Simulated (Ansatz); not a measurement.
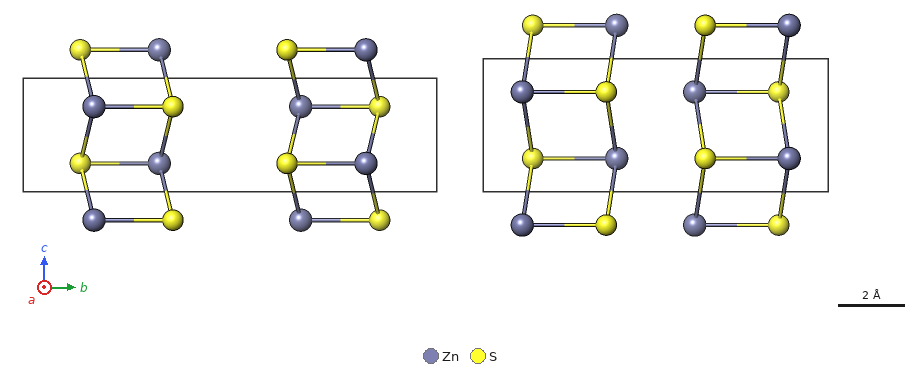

Two geometries of crystalline ZnS (built on the TlCl-63 type type), drawn at one scale. One is the start of a relaxation, the other its converged end. Style: ball-and-stick. Shown: the conventional cell (2 times the calculation's cell), along the a axis. Lengths and directions refer to the drawn axes.

Method: DFT, PBEsol, plane waves, PAW (Ansatz 0.2.0). (plane-wave cutoff 420 eV; k-point mesh 6 × 6 × 6; occupations fermi dirac; smearing width 0.03 eV; no spin polarisation; cell and atoms relaxed; force threshold 0.01 eV/Å; at most 120 steps)

Q: Which of the two is the end point?

A: The left one is the relaxed one. The largest moves relative to the cell, 0.73 Å, are those of Zn atoms. Largest moves by element: Zn 0.73 Å, S 0.07 Å. Cell: a 3.671 → 3.448 Å (−6.1 %), b 10.505 → 12.592 Å (+19.9 %), c 4.054 → 3.458 Å (−14.7 %). Volume −4.0 %. Near-neighbour distances that change, for instance: S–Zn 2.753 → 2.477 Å, S–Zn 2.556 → 2.404 Å. Bond angles that change, for instance: S–Zn–S 83.4° → 99.7°, Zn–S–Zn 96.6° → 80.3°, S–Zn–S 94.8° → 88.6°. The space group stays Cmcm (No. 63). The energy falls by 1.502 eV per cell of the calculation in 12 accepted moves (15 points after the start). Largest force component: 0.98 eV/Å at the start, 0.00058 eV/Å at the end. Pressure: −12.22 GPa at the start and 0.00 GPa at the end. The line search rejected the trial step at point 13 of the run. At 2 points the geometry stayed and the basis and grid were re-selected for the new cell (energy shift of 6.4 meV per cell of the calculation at most each time). The run took 42 s on 2 threads of Arm Neoverse V2, with other jobs on the host, peak memory 0.41 GiB.
